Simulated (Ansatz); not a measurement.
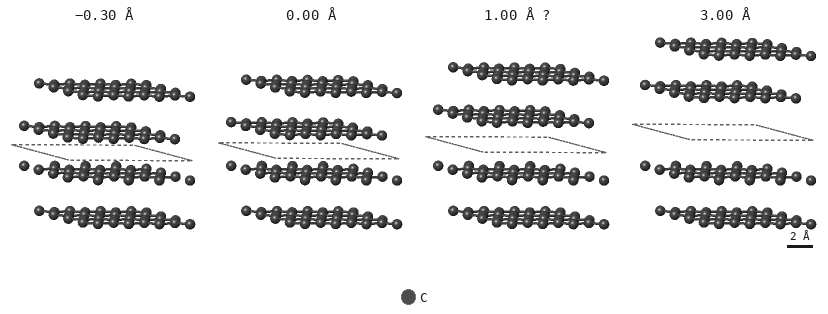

Energy scan for solid C (C2/m), in which the crystal is pulled apart rigidly along the normal of the (0 0 1) plane of the conventional cell, at a cut between a plane of C below and one of C above, 3.53 Å apart. One cut stands in each cell, which starts 10.6 Å high; nothing is relaxed, and the dashed outline marks the cut. Style: ball-and-stick. Shown: the layers on both sides of the cut, from the side, nearly along the cut plane.

Computed with DFT r2SCAN, scalar-relativistic, plane waves, PAW (Ansatz 0.2.0). Settings: plane-wave cutoff 500 eV; k-point mesh 12 × 12 × 3; occupations gaussian; smearing width 0.05 eV; no spin polarisation. Energies (free energies at the smearing named) are counted from the relaxed crystal.

```csv
opening (Å),ΔE per area (J/m²)
−0.30,0.034
−0.15,0.004
0.00,0.000
0.25,0.018
0.50,0.045
0.75,0.070
1.00,?
1.50,0.108
3.00,0.120
```

Estimate the missing energy from the other rows, and compare with the calculation.

Answer. A straight line between the two neighbours gives 0.083 J/m². A cubic through the four nearest rows (0.50, 0.75, 1.50, 3.00) gives, with Lagrange weights, (−0.4000)(0.045) + (1.1852)(0.070) + (0.2222)(0.108) + (−0.0074)(0.120) = 0.088 J/m². The calculation gives 0.088 J/m², so the cubic is right to the digits shown and the straight line 0.005 J/m² too low, as the curve bends downwards here.

The whole profile:

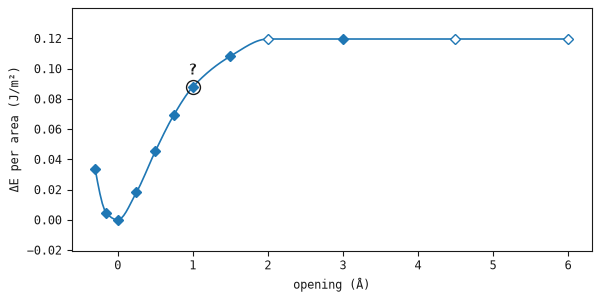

Limits of the set-up: layers or molecules are held without a dispersion correction, so their spacing is unreliable.
